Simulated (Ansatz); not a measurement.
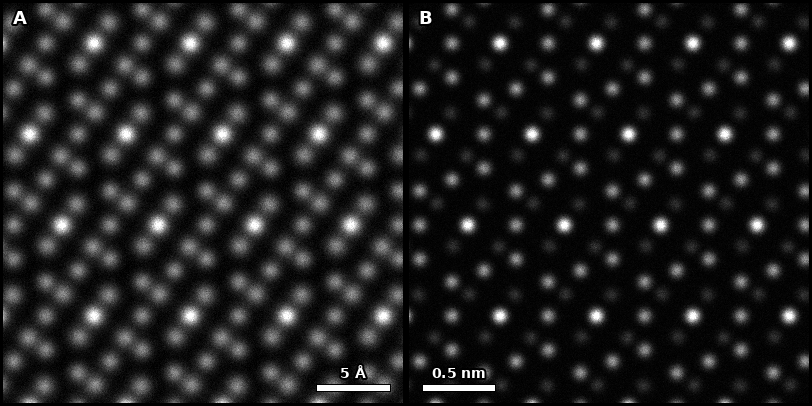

Two simulated images of the same area of CdIn2S4 (Fd-3m, No. 227) along [110], with a probe of 0.76 Å. One is incoherent Z contrast (Z^1.7 per atom), the other the projected potential of neutral atoms blurred by the probe (iDPC-like, thin sample). Brightness is counted from the darkest point of the image. Shot noise was added. Structure used: the geometry relaxed with DFT, PAW plane waves, pbe in Ansatz 0.2.0.

### Which panel is which, and how can one tell?

B is the Z-contrast image and A the potential image. The columns of 2 S per repeat reach about 15 % of the brightest peak (2 In) in B but about 48 % in A, mainly since the potential grows much more slowly with atomic number.
